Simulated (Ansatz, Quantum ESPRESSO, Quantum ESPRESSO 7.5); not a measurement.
**Evanescent states of MgO, rock salt type, lattice constant set to 4.047 Å**

Wanted: the complex band structure of MgO, rock salt type, lattice constant set to 4.047 Å, as for a tunnel barrier.

Main program and level: Quantum ESPRESSO 7.5; plane-wave DFT, PBE, GBRV ultrasoft pseudopotentials (cross-check by Ansatz 0.2.0 with PAW datasets).

### Step 1. Starting point

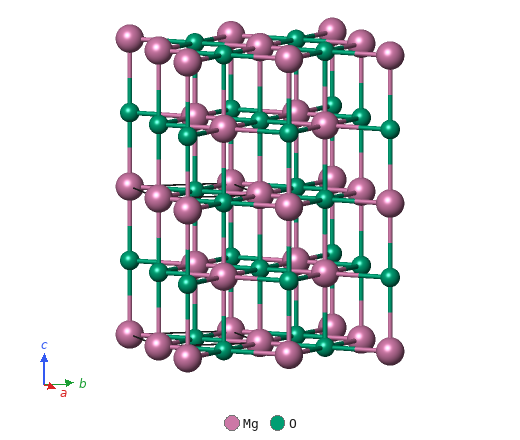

Start, viewed from the side, with the c axis up; magnesium pink, oxygen teal. 2×2×2 cells are drawn. Some periodic images of atoms are drawn too.

Coordinates:

```cif
data_structure
_symmetry_space_group_name_H-M 'Fm-3m'
_symmetry_Int_Tables_number 225
_cell_length_a 4.0470
_cell_length_b 4.0470
_cell_length_c 4.0470
_cell_angle_alpha 90.000
_cell_angle_beta 90.000
_cell_angle_gamma 90.000
_cell_volume 66.28
loop_
_atom_site_label
_atom_site_type_symbol
_atom_site_symmetry_multiplicity
_atom_site_Wyckoff_symbol
_atom_site_fract_x
_atom_site_fract_y
_atom_site_fract_z
_atom_site_occupancy
Mg1 Mg 4 a 0.00000 0.00000 0.00000 1
O1 O 4 b 0.00000 0.50000 0.00000 1
```

### Step 2. Ground state

pwcond needs a cell whose third axis lies along the current and stands perpendicular to the other two.

File scf.in:

```
&control
  prefix = 'scf'
  outdir = './out'
  pseudo_dir = './pseudo'
  calculation = 'scf'
  tprnfor = .true.
/
&system
  ibrav = 0
  nat = 4
  ntyp = 2
  ecutwfc = 40
  ecutrho = 200
  occupations = 'fixed'
  nbnd = 20
/
&electrons
  conv_thr = 1e-09
  mixing_beta = 0.6
  electron_maxstep = 120
/
ATOMIC_SPECIES
  Mg  24.3050  mg_pbe_v1.4.uspp.F.UPF
  O   15.9990  o_pbe_v1.2.uspp.F.UPF
CELL_PARAMETERS angstrom
  2.86166114346196 0.00000000000000 0.00000000000000
  0.00000000000000 2.86166114346196 0.00000000000000
  0.00000000000000 0.00000000000000 4.04700000000000
ATOMIC_POSITIONS crystal
  Mg  0.000000000000 0.000000000000 0.000000000000
  O   0.500000000000 0.500000000000 0.000000000000
  Mg  0.500000000000 0.500000000000 0.500000000000
  O   0.000000000000 0.000000000000 0.500000000000
K_POINTS automatic
  8 8 6 0 0 0
```

Started as:

```console
$ OMP_NUM_THREADS=1 mpirun -n 2 pw.x -nk 2 -in scf.in > scf.out
```

The log of the run:

```text
Program PWSCF v.7.5 starts
[citation notice left out]

     Parallel version (MPI & OpenMP), running on       2 processor cores
     Number of MPI processes:                 2
     Threads/MPI process:                     1

     MPI processes distributed on     1 nodes
[...]
Current dimensions of program PWSCF are:
     Max number of different atomic species (ntypx) = 10
     Max number of k-points (npk) =  40000
     Max angular momentum in pseudopotentials (lmaxx) =  4
     Found identity + ( -0.5000 -0.5000 -0.5000) symmetry
     This is a supercell, fractional translations are disabled
     Message from routine setup:
     using ibrav=0 with symmetry is DISCOURAGED, use correct ibrav instead

     K-points division:     npool     =       2
     Subspace diagonalization in iterative solution of the eigenvalue problem:
     a serial algorithm will be used

     G-vector sticks info
     --------------------
     sticks:   dense  smooth     PW     G-vecs:    dense   smooth      PW
     Sum         473     373    121                10675     7699    1449

     Using Slab Decomposition

     bravais-lattice index     =            0
     lattice parameter (alat)  =       5.4078  a.u.
     unit-cell volume          =     223.6486 (a.u.)^3
     number of atoms/cell      =            4
     number of atomic types    =            2
     number of electrons       =        32.00
     number of Kohn-Sham states=           20
     kinetic-energy cutoff     =      40.0000  Ry
     charge density cutoff     =     200.0000  Ry
     scf convergence threshold =      1.0E-09
     mixing beta               =       0.6000
     number of iterations used =            8  plain     mixing
     Exchange-correlation= SLA  PW   PBE  PBE
                           (   1   4   3   4   0   0   0)

     celldm(1)=   5.407756  celldm(2)=   0.000000  celldm(3)=   0.000000
     celldm(4)=   0.000000  celldm(5)=   0.000000  celldm(6)=   0.000000

     crystal axes: (cart. coord. in units of alat)
               a(1) = (   1.000000   0.000000   0.000000 )
               a(2) = (   0.000000   1.000000   0.000000 )
               a(3) = (   0.000000   0.000000   1.414214 )

     reciprocal axes: (cart. coord. in units 2 pi/alat)
               b(1) = (  1.000000  0.000000  0.000000 )
               b(2) = (  0.000000  1.000000  0.000000 )
               b(3) = (  0.000000  0.000000  0.707107 )

     PseudoPot. # 1 for Mg read from file:
     ./pseudo/mg_pbe_v1.4.uspp.F.UPF
     Pseudo is Ultrasoft, Zval = 10.0
     Generated by new atomic code, or converted to UPF format
     Using radial grid of  821 points,  7 beta functions with:
                l(1) =   0
                l(2) =   0
                l(3) =   0
                l(4) =   1
                l(5) =   1
                l(6) =   2
                l(7) =   2
     Q(r) pseudized with  8 coefficients,  rinner =    1.200   1.200   1.200
                                                       1.200   1.200

     PseudoPot. # 2 for O  read from file:
     ./pseudo/o_pbe_v1.2.uspp.F.UPF
     Pseudo is Ultrasoft + core correction, Zval =  6.0
     Generated by new atomic code, or converted to UPF format
     Using radial grid of  737 points,  5 beta functions with:
                l(1) =   0
                l(2) =   0
                l(3) =   1
                l(4) =   1
                l(5) =   2
     Q(r) pseudized with  8 coefficients,  rinner =    0.900   0.900   0.900
                                                       0.900   0.900

     atomic species   valence    mass     pseudopotential
     Mg               10.00    24.30500     Mg( 1.00)
     O                 6.00    15.99900     O ( 1.00)

     16 Sym. Ops., with inversion, found

   Cartesian axes

     site n.     atom                  positions (alat units)
         1        Mg     tau(   1) = (   0.0000000   0.0000000   0.0000000  )
         2        O      tau(   2) = (   0.5000000   0.5000000   0.0000000  )
         3        Mg     tau(   3) = (   0.5000000   0.5000000   0.7071068  )
         4        O      tau(   4) = (   0.0000000   0.0000000   0.7071068  )

     number of k points=    60
                       cart. coord. in units 2pi/alat
        k(    1) = (   0.0000000   0.0000000   0.0000000), wk =   0.0052083
        k(    2) = (   0.0000000   0.0000000   0.1178511), wk =   0.0104167
        k(    3) = (   0.0000000   0.0000000   0.2357023), wk =   0.0104167
        k(    4) = (   0.0000000   0.0000000  -0.3535534), wk =   0.0052083
        k(    5) = (   0.0000000   0.1250000   0.0000000), wk =   0.0208333
        k(    6) = (   0.0000000   0.1250000   0.1178511), wk =   0.0416667
        k(    7) = (   0.0000000   0.1250000   0.2357023), wk =   0.0416667
        k(    8) = (   0.0000000   0.1250000  -0.3535534), wk =   0.0208333
        k(    9) = (   0.0000000   0.2500000   0.0000000), wk =   0.0208333
        k(   10) = (   0.0000000   0.2500000   0.1178511), wk =   0.0416667
[...]
k(   60) = (  -0.5000000  -0.5000000  -0.3535534), wk =   0.0052083

     Dense  grid:    10675 G-vectors     FFT dimensions: (  25,  25,  36)

     Smooth grid:     7699 G-vectors     FFT dimensions: (  24,  24,  32)

     Estimated max dynamical RAM per process >      36.39 MB

     Estimated total dynamical RAM >      70.18 MB

     Check: negative core charge=   -0.000004

     Initial potential from superposition of free atoms

     starting charge      31.3995, renormalised to      32.0000
     Starting wfcs are   18 randomized atomic wfcs +    2 random wfcs

     total cpu time spent up to now is        0.5 secs

     per-process dynamical memory:    24.5 Mb

     Self-consistent Calculation

     iteration #  1     ecut=    40.00 Ry     beta= 0.60
     Davidson diagonalization with overlap
     ethr =  1.00E-02,  avg # of iterations =  4.3

     total cpu time spent up to now is        1.3 secs

     total energy              =    -315.43859367 Ry
     estimated scf accuracy    <       0.76782401 Ry

     iteration #  2     ecut=    40.00 Ry     beta= 0.60
[...]
total energy              =    -315.66529270 Ry
     estimated scf accuracy    <       0.27292215 Ry

     iteration #  3     ecut=    40.00 Ry     beta= 0.60
[...]
total energy              =    -315.71306931 Ry
     estimated scf accuracy    <       0.00471662 Ry

     iteration #  4     ecut=    40.00 Ry     beta= 0.60
[...]
total energy              =    -315.71331834 Ry
     estimated scf accuracy    <       0.00025525 Ry

     iteration #  5     ecut=    40.00 Ry     beta= 0.60
[...]
total energy              =    -315.71336286 Ry
     estimated scf accuracy    <       0.00001143 Ry

     iteration #  6     ecut=    40.00 Ry     beta= 0.60
[...]
total energy              =    -315.71336567 Ry
     estimated scf accuracy    <       0.00000071 Ry

     iteration #  7     ecut=    40.00 Ry     beta= 0.60
[...]
total energy              =    -315.71336574 Ry
     estimated scf accuracy    <       0.00000011 Ry

     iteration #  8     ecut=    40.00 Ry     beta= 0.60
[...]
total energy              =    -315.71336576 Ry
     estimated scf accuracy    <          1.3E-09 Ry

     iteration #  9     ecut=    40.00 Ry     beta= 0.60
[...]
End of self-consistent calculation

          k = 0.0000 0.0000 0.0000 (   999 PWs)   bands (ev):

   -62.5499 -62.5289 -29.4005 -29.3291 -29.3291 -29.2839 -29.2839 -29.2839
    -8.5045  -6.5973   4.8137   7.8585   7.8585   9.3715   9.3715   9.3715
    15.3974  18.6452  20.7488  23.8202

          k = 0.0000 0.0000 0.1179 (   959 PWs)   bands (ev):

   -62.5485 -62.5303 -29.3938 -29.3261 -29.3261 -29.2929 -29.2869 -29.2869
    -8.3801  -6.7270   5.0016   7.9420   7.9420   8.8318   9.2471   9.2471
    15.9848  18.8927  20.6818  23.8845

          k = 0.0000 0.0000 0.2357 (   968 PWs)   bands (ev):

   -62.5446 -62.5341 -29.3747 -29.3177 -29.3177 -29.3165 -29.2951 -29.2951
    -8.0371  -7.0811   5.5708   7.6816   8.1806   8.1806   8.9283   8.9283
    17.2986  19.6324  20.0521  22.5290

          k = 0.0000 0.0000-0.3536 (   960 PWs)   bands (ev):

   -62.5394 -62.5394 -29.3468 -29.3467 -29.3064 -29.3064 -29.3063 -29.3063
    -7.5621  -7.5621   6.5011   6.5012   8.5348   8.5348   8.5348   8.5348
    18.7811  18.7811  20.8549  20.8551

          k = 0.0000 0.1250 0.0000 (   967 PWs)   bands (ev):

   -62.5483 -62.5289 -29.3950 -29.3384 -29.3260 -29.2968 -29.2873 -29.2841
    -8.3646  -6.5729   4.9771   7.3457   7.9102   8.7057   9.2238   9.3097
    16.0380  19.1694  21.2751  23.6051

          k = 0.0000 0.1250 0.1179 (   963 PWs)   bands (ev):

   -62.5470 -62.5302 -29.3913 -29.3332 -29.3231 -29.3095 -29.2869 -29.2858
    -8.2448  -6.6903   5.0964   7.4936   7.9883   8.1690   9.1962   9.2228
    16.4752  19.3737  21.1448  23.7126

[...]
highest occupied, lowest unoccupied level (ev):     9.3715   15.3974

!    total energy              =    -315.71336576 Ry
     estimated scf accuracy    <          7.1E-10 Ry

     The total energy is the sum of the following terms:
     one-electron contribution =    -161.88034287 Ry
     hartree contribution      =      92.68258256 Ry
     xc contribution           =     -49.25183849 Ry
     ewald contribution        =    -197.26376696 Ry

     convergence has been achieved in   9 iterations

     Forces acting on atoms (cartesian axes, Ry/au):

     atom    1 type  1   force =     0.00000000    0.00000000    0.00000000
     atom    2 type  2   force =     0.00000000    0.00000000    0.00000000
     atom    3 type  1   force =     0.00000000    0.00000000    0.00000000
     atom    4 type  2   force =     0.00000000    0.00000000    0.00000000

     Total force =     0.000000     Total SCF correction =     0.000000

[...]
=------------------------------------------------------------------------------=
   JOB DONE.
=------------------------------------------------------------------------------=
```

Wall time 7.2 s (2 MPI ranks of Arm Neoverse V2, shared host); peak memory 0.15 GiB.

Read from the output:

| Property | Result |
| --- | --- |
| free energy | -4295.4992 eV |
| valence top, on the run's zero | 9.372 eV |
| conduction bottom, on the run's zero | 15.40 eV |
| gap by band count | 6.026 eV |

The run needed 9 iterations to bring the estimated error under 1e-09 Ry.

(Continued in part 2 of 3.)

[Logs are printed without paths, hosts, clocks, repeated set-up lines and the standing remarks that a program may print on its own settings, such as how far it seeks lower states.]

[Hosts, paths, dates, database ids (printed as entryN), source tags and the programs' standing remarks are cut or masked in the printed files.]

[Maps of the electrostatic potential energy from Ansatz leave out the sawtooth potential of an applied field or a dipole correction, so their vacuum need not be flat; planar profiles and work functions include it.]
